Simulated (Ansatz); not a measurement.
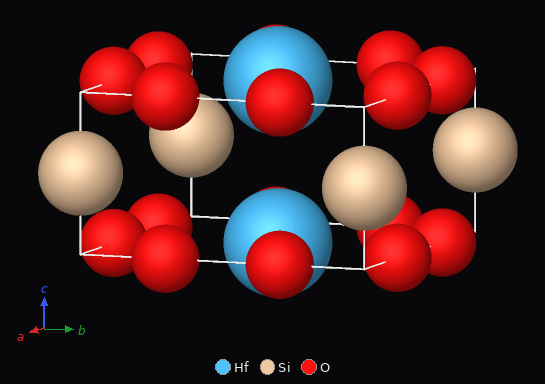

Spheres-only representation of a periodic structure, projected slightly off an axis. The parallelepiped is the simulation cell.

Input used:
```yaml
crystal:
  lattice:
    - [4.8942945465, 0.0, 0.0]
    - [0.0, 4.8942945465, 0.0]
    - [0.0, 0.0, 2.6291803879]
  atoms:
    - { symbol: Hf, position: [0.5, 0.5, 0.0] }
    - { symbol: Si, position: [0.0, 0.0, 0.5] }
    - { symbol: O, position: [0.2983996388, 0.0, 0.0] }
    - { symbol: O, position: [0.7016003612, 0.0, 0.0] }
    - { symbol: O, position: [0.0, 0.2983996388, 0.0] }
    - { symbol: O, position: [0.0, 0.7016003612, 0.0] }
basis:
  ecutwfc: 420
kpoints:
  mp_grid: { grid: [8, 8, 14] }
  band_path:
    path:
      - [[0.0, 0.0, 0.0], [0.0, 0.5, 0.0], [0.5, 0.5, 0.0], [0.0, 0.0, 0.0], [0.0, 0.0, 0.5], [0.0, 0.5, 0.5], [0.5, 0.5, 0.5], [0.0, 0.0, 0.5]]
      - [[0.0, 0.5, 0.0], [0.0, 0.5, 0.5]]
      - [[0.5, 0.5, 0.0], [0.5, 0.5, 0.5]]
    npoints: 14
hamiltonian:
  xc: pbe
scf:
  occupations: { method: gaussian, width: 0.1 }
  n_extra_bands: 15
output:
  forces: true
  stress: true
  eigenvalues: true
  populations: true
  dos: { projected: true, de: 0.02, nscf_kmesh: { grid: [10, 10, 17] } }
  bader: true
```
Run as:
```sh
ansatz run input.yaml --threads 1 --pin off --max-ram 2560MiB --backend cpu --events-out ev --progress --plain --runs-dir out
```

The calculation: DFT PBE, scalar-relativistic, plane waves, PAW in Ansatz, with E_cut = 420 eV, Brillouin-zone sampling on an 8×8×14 mesh, Gaussian smearing of 0.1 eV, no spin polarisation.

**What are the atomic charges by Bader's partition?**

Hf +1.47 e; Si +3.06 e; O -1.13 e.

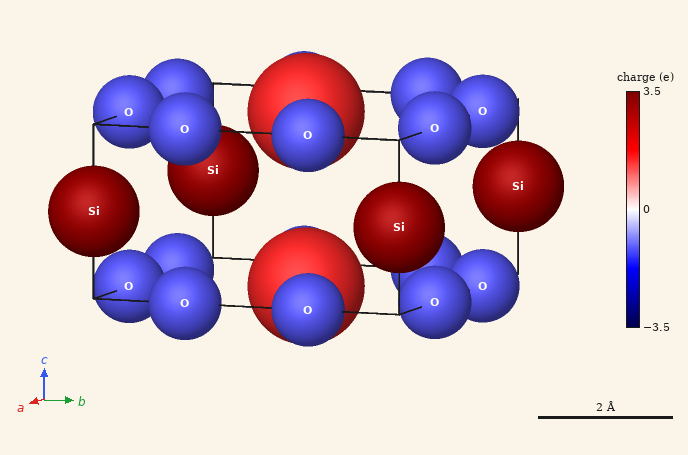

The atoms coloured by those charges.

Origin of the cell: a random cell made by a generator, so it need not be a real form of the compound. Earlier steps of the study may have refined or changed the cell and positions. An electronic-structure calculation with Ansatz was run on it.
